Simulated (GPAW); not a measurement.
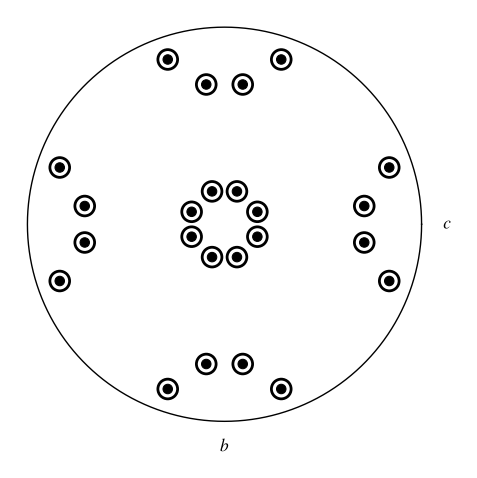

Stereographic projection: filled dots lie in the upper hemisphere, open rings in the lower. The a axis points at the viewer. The poles are all faces of one general form. Computed from the symmetry operations of a computed or model structure of composition PbO2.

### Identify the point group and its elements.

m-3m (Oh), order 48, cubic system: three fourfold axes, four threefold axes, six twofold axes, nine mirror planes, an inversion centre.

### Which physical properties does it allow?

It is centrosymmetric, so neither piezoelectric nor pyroelectric; it is not chiral.
